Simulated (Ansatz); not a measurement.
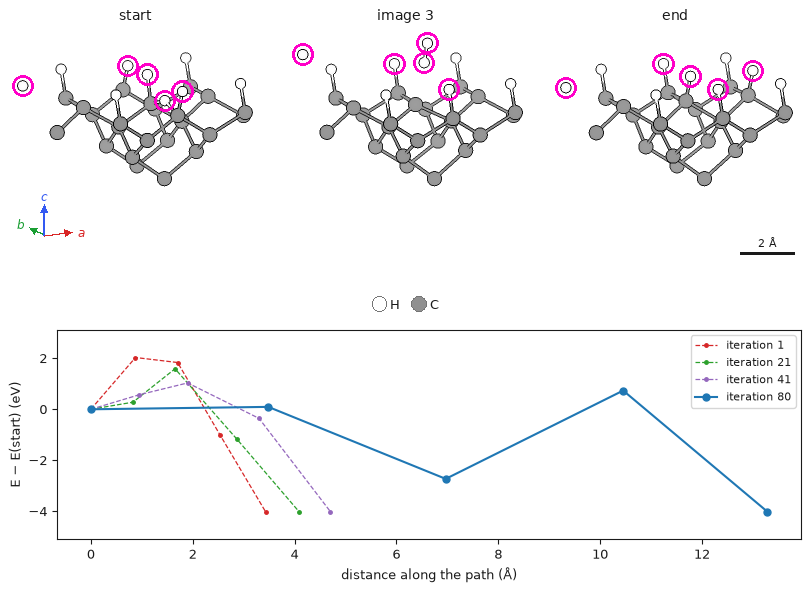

A search for the minimum-energy path of H on C(100)-2x1, H-covered but for one site, underside capped with H (32 atoms in the cell) by the nudged elastic band. Images are numbered from 0 (start) to 4 (end). The plot follows the band through its iterations. The picture is a ball-and-stick view of the atoms within 4.5 Å of the middle of the path, seen slightly off an axis. The atoms that move most are ringed. Bonds to atoms that aren't drawn are left out.

These are results of DFT PBE, scalar-relativistic, plane waves, PAW (Ansatz 0.2.0), not measurements. Set-up: plane-wave cutoff 420 eV; k-point mesh 3 × 3 × 1; Gaussian smearing 0.02 eV; 16 atoms held fixed; 3 movable images; climbing image; force threshold 0.05 eV/Å; iteration limit 80; starting path by image-dependent pair potential.

Q: How did the profile develop, and is the result final?

A: The result isn't final. The band hadn't converged when the run stopped after 80 iterations. The barrier read from it is provisional: over the last two iterations the highest image moved from 0.78 eV to 0.73 eV. The first iteration put the highest image at 2.03 eV. Relative to the start the highest point is image 3 at +0.73 eV and the end lies at −4.02 eV, but the profile dips to −2.73 eV at image 2 on the way, so there may be more than one step; on an unconverged band the side maxima are provisional.

Limits of the set-up: the periodic images lie only 5.0 Å apart, so the values are limited by the cell's size.

Cost: 46 min on 2 threads of Arm Neoverse V1, with other jobs on the host, peak memory 1.2 GiB.

PAW datasets: the set soft_1.
